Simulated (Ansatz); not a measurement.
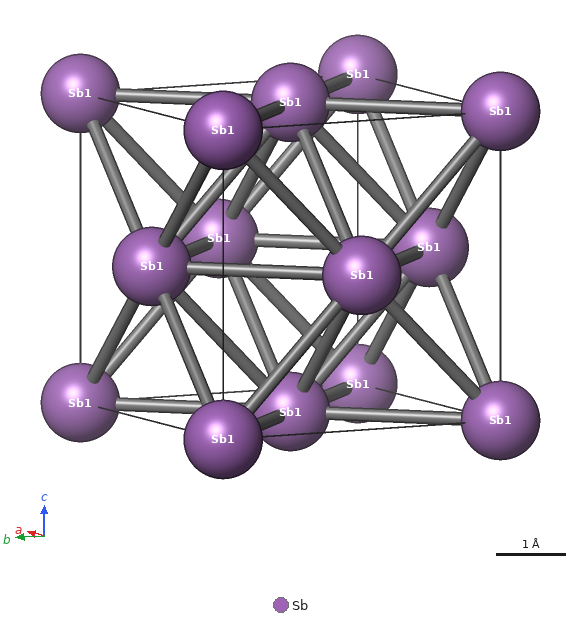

Figure 1. The structure (ball-and-stick view of the cell 4 times as large as that of the calculation, set on its symmetry axes, seen at an oblique angle; atoms are numbered from 1 in the order of the input). Near neighbours in the crystal (not all of them lie inside the picture): Sb has 12 Sb at 3.22 Å.

**What a change does: single-point calculation on Sb**

System: Sb (1 atom in the cell).
Method of run 1: DFT, LDA (PW92), plane waves (420 eV) with PAW, scalar-relativistic, no spin polarisation (Ansatz 0.2.0).

Text and figures count atoms from 1; the logs count them from 0 in places.

Input, run 1:
```yaml
crystal:
  lattice:
    - [0.0, 2.2783188172, 2.2783188172]
    - [2.2783188172, 0.0, 2.2783188172]
    - [2.2783188172, 2.2783188172, 0.0]
  atoms:
    - { symbol: Sb, position: [0.0, 0.0, 0.0] }
hamiltonian:
  xc: lda
  pseudopotentials:
    kind: paw
    azcp:
      Sb: "pseudopotentials/Sb.paw.azcp"
basis:
  ecutwfc: 420
  fft_grid_basis: typed
kpoints:
  mp_grid: { grid: [13, 13, 13], shift: [0, 0, 0] }
magnetization:
  spin_polarized: false
scf:
  occupations: { method: fermi_dirac, width: 0.1 }
  lower_state_search: "off"
output:
  stress: true
  write_density: true
  write_potential: true
  elf: true
  volumetric_format: npy
```

Hardware: 2 threads of an Arm (aarch64) CPU, shared host.

Output, shortened to warnings, some set-up lines, iterations and results (run 1):
```
Warning: [file] the record states the generating functional pbe (its physics header spells it `PBE`), which answers neither for hamiltonian.xc's functional nor for the lda family's — results may be inconsistent (PPs are generated against a specific XC)
Basis set: ecut = 420 eV, 459 PW (Γ)
Symmetry: 48 space group operations
k-points: 84 of 2197
Initial density: superposition of atomic densities (neutral atoms: chi_scale 0, normalization atom), corrected by the library's trained network
[...]
SCF iter   1: F=—  HF=-6335.498502 eV  |F-HF|=—  |Δ(HF+E_count)|=         —  Δρ=7.42e-3  dr2=4.84e-3  ethr=1.77e-3  ⟨swp⟩=5.0  Hψ=5892  notcnv=0
SCF iter   2: F=—  HF=-6335.496451 eV  |F-HF|=—  |Δ(HF+E_count)|=   2.05e-3  Δρ=4.01e-3  dr2=1.46e-3  ethr=3.23e-5  ⟨swp⟩=1.6  Hψ=1746  notcnv=0
SCF iter   3: F=—  HF=-6335.495893 eV  |F-HF|=—  |Δ(HF+E_count)|=   5.58e-4  Δρ=3.91e-4  dr2=4.12e-5  ethr=9.74e-6  ⟨swp⟩=2.0  Hψ=1384  notcnv=0
SCF iter   4: F=—  HF=-6335.495898 eV  |F-HF|=—  |Δ(HF+E_count)|=   5.27e-6  Δρ=4.58e-4  dr2=4.46e-5  ethr=2.75e-7  ⟨swp⟩=2.0  Hψ=1622  notcnv=0
SCF iter   5: F=—  HF=-6335.495871 eV  |F-HF|=—  |Δ(HF+E_count)|=   2.71e-5  Δρ=1.68e-4  dr2=6.33e-6  ethr=2.75e-7  ⟨swp⟩=2.7  Hψ=1741  notcnv=0
SCF iter   6: F=—  HF=-6335.495867 eV  |F-HF|=—  |Δ(HF+E_count)|=   4.37e-6  Δρ=2.40e-5  dr2=1.31e-7  ethr=4.22e-8  ⟨swp⟩=2.0  Hψ=1598  notcnv=0
SCF iter   7: F=-6335.495867 eV  HF=-6335.495867 eV  |F-HF|=7.74e-10  |Δ(HF+E_count)|=   9.53e-8  Δρ=1.50e-6  dr2=5.56e-10  ethr=6.67e-10  ⟨swp⟩=9.1  Hψ=6818  notcnv=0
SCF 1 converged in 7 iterations: F = -6335.495867 eV  dr2 = 5.56e-10
SCF converged after 7 iterations
Free energy (F): -6335.495867 eV
Harris-Foulkes:  -6335.495867 eV  (|F-HF|=7.74e-10)
Internal energy: -6335.473780 eV  (E = F + TS)
E sigma→0 (E₀):  -6335.484824 eV
Entropy (-TS):   -0.022086 eV (-22.086 meV/atom)
Fermi energy:    13.562515 eV
--- Per-component energies (eV) ---
  E_band       = -117.256544
  E_kinetic    = 210.378965
  E_local      = -1333.936204  (includes V_loc(G=0)·N_el)
  E_nonlocal   = 366.039975
  E_hartree    = 616.654519
  E_xc         = -139.279282
  E_vxc        = -99.124279  (∫ρ·V_xc dr)
  E_paw        = -4425.896203  (= ΣΔE_a)
  E_vpaw       = -493.925217  (= ΣTr[D̂ρ^β])
  E_aug_tail   = -0.000002  (compensation charges beyond the density's cutoff)
  E_ewald      = -1629.994372
  E_core_change = 0.558824  (= ΣΔE_core)
  E_smearing   = -0.022086  (= −TS)
  E_closure    = -0.000000  (closes the sum)
  Σ components = -6335.495867   (vs F -6335.495867, Δ=0.00e0)
--- Stress (GPa, compression-positive) ---
        7.015867       0.000000      -0.000000
       -0.000000       7.015867      -0.000000
        0.000000       0.000000       7.015867
  P = ⅓ Tr σ = 7.0159 GPa (70.159 kbar)
```

For run 2 the input was changed thus:
```diff
-    - [0.0, 2.2783188172, 2.2783188172]
-    - [2.2783188172, 0.0, 2.2783188172]
-    - [2.2783188172, 2.2783188172, 0.0]
+    - [0.0, 2.244809261, 2.244809261]
+    - [2.244809261, 0.0, 2.244809261]
+    - [2.244809261, 2.244809261, 0.0]
```

Predict how the results change.

With the same functional and potentials, run 2 lies 60.2 meV per atom higher. The pressure goes from 7.02 to 11.93 GPa. The volume per atom goes from 23.65 to 22.62 Å³. The cell is scaled evenly with the atoms at fixed fractional positions, so −ΔP/Δ ln V estimates the bulk modulus midway between the two volumes: about 110 GPa. The SCF takes 6 iterations against 7.

Output, shortened to warnings, some set-up lines, iterations and results (run 2):
```
Warning: [file] the record states the generating functional pbe (its physics header spells it `PBE`), which answers neither for hamiltonian.xc's functional nor for the lda family's — results may be inconsistent (PPs are generated against a specific XC)
Basis set: ecut = 420 eV, 459 PW (Γ)
Symmetry: 48 space group operations
k-points: 84 of 2197
Initial density: superposition of atomic densities (neutral atoms: chi_scale 0, normalization atom), corrected by the library's trained network
[...]
SCF iter   1: F=—  HF=-6335.438218 eV  |F-HF|=—  |Δ(HF+E_count)|=         —  Δρ=7.81e-3  dr2=5.03e-3  ethr=1.77e-3  ⟨swp⟩=5.0  Hψ=5879  notcnv=0
SCF iter   2: F=—  HF=-6335.436268 eV  |F-HF|=—  |Δ(HF+E_count)|=   1.95e-3  Δρ=4.23e-3  dr2=1.53e-3  ethr=3.35e-5  ⟨swp⟩=1.5  Hψ=1731  notcnv=0
SCF iter   3: F=—  HF=-6335.435699 eV  |F-HF|=—  |Δ(HF+E_count)|=   5.69e-4  Δρ=3.28e-4  dr2=2.81e-5  ethr=1.02e-5  ⟨swp⟩=2.8  Hψ=1449  notcnv=0
SCF iter   4: F=—  HF=-6335.435721 eV  |F-HF|=—  |Δ(HF+E_count)|=   2.21e-5  Δρ=5.18e-4  dr2=5.48e-5  ethr=1.87e-7  ⟨swp⟩=2.0  Hψ=1624  notcnv=0
SCF iter   5: F=—  HF=-6335.435684 eV  |F-HF|=—  |Δ(HF+E_count)|=   3.68e-5  Δρ=7.51e-5  dr2=1.31e-6  ethr=1.87e-7  ⟨swp⟩=2.0  Hψ=1599  notcnv=0
SCF iter   6: F=-6335.435683 eV  HF=-6335.435683 eV  |F-HF|=3.59e-9  |Δ(HF+E_count)|=   8.91e-7  Δρ=3.36e-6  dr2=2.68e-9  ethr=6.67e-10  ⟨swp⟩=7.6  Hψ=7033  notcnv=0
SCF 1 converged in 6 iterations: F = -6335.435683 eV  dr2 = 2.68e-9
SCF converged after 6 iterations
Free energy (F): -6335.435683 eV
Harris-Foulkes:  -6335.435683 eV  (|F-HF|=3.59e-9)
Internal energy: -6335.415238 eV  (E = F + TS)
E sigma→0 (E₀):  -6335.425461 eV
Entropy (-TS):   -0.020445 eV (-20.445 meV/atom)
Fermi energy:    14.393154 eV
--- Per-component energies (eV) ---
  E_band       = -105.950774
  E_kinetic    = 211.334691
  E_local      = -1297.248800  (includes V_loc(G=0)·N_el)
  E_nonlocal   = 366.262355
  E_hartree    = 603.776578
  E_xc         = -139.725333
  E_vxc        = -99.703739  (∫ρ·V_xc dr)
  E_paw        = -4426.047317  (= ΣΔE_a)
  E_vpaw       = -494.150984  (= ΣTr[D̂ρ^β])
  E_aug_tail   = -0.000002  (compensation charges beyond the density's cutoff)
  E_ewald      = -1654.326233
  E_core_change = 0.558824  (= ΣΔE_core)
  E_smearing   = -0.020445  (= −TS)
  E_closure    = -0.000000  (closes the sum)
  Σ components = -6335.435683   (vs F -6335.435683, Δ=0.00e0)
--- Stress (GPa, compression-positive) ---
       11.933790       0.000000      -0.000000
       -0.000000      11.933790      -0.000000
       -0.000000       0.000000      11.933790
  P = ⅓ Tr σ = 11.9338 GPa (119.338 kbar)
```

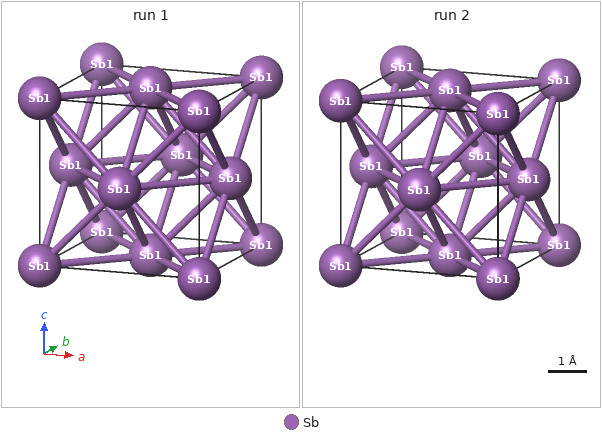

Figure 2. The two input geometries at one scale (ball-and-stick view of the cell 4 times as large as that of the calculation, set on its symmetry axes, seen slightly off an axis). The atoms keep their places relative to the cell (all moves are under 0.005 Å). The volume changes by −4.3 %, with a = b = c 4.557 → 4.490 Å (−1.5 %). Among the contacts that change: Sb1–Sb1 3.222 → 3.175 Å.

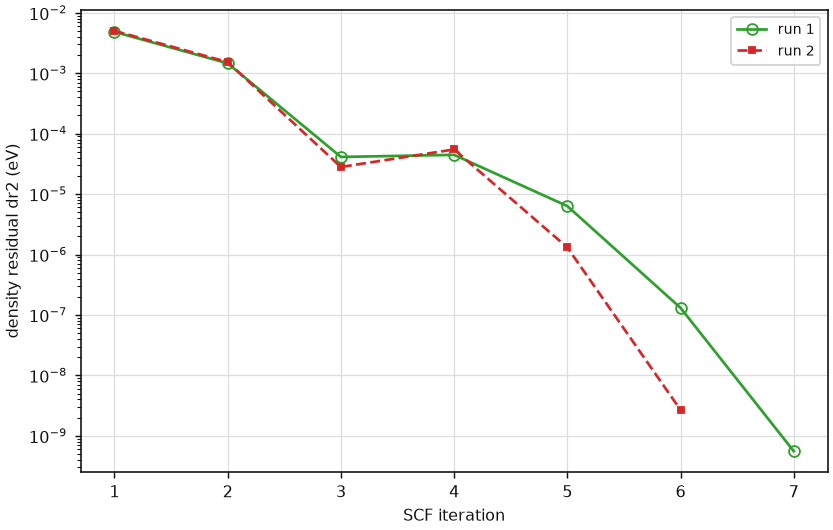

Figure 3. Convergence of the two runs: density residual dr2 against the SCF iteration. Run 1 takes 7 iterations in all, and run 2 takes 6.

The two runs side by side:

| quantity | run 1 | run 2 |
| --- | --- | --- |
| outcome | converged | converged |
| free energy per atom (eV) | −6335.4959 | −6335.4357 |
| energy per atom, smearing taken to zero (eV) | −6335.4848 | −6335.4255 |
| pressure (GPa) | 7.02 | 11.93 |
| volume per atom (Å³) | 23.65 | 22.62 |
| SCF iterations | 7 | 6 |
| irreducible k-points | 84 | 84 |
| plane waves at Γ | 459 | 459 |
| wall time (shared host) | 1 s | 1.5 s |

For both runs: Warnings: the PAW datasets were made with another functional. For run 1: The cell is under a pressure of 7.0 GPa at this level, so it is not at its equilibrium volume. For run 2: The cell is under a pressure of 11.9 GPa at this level, so it is not at its equilibrium volume.
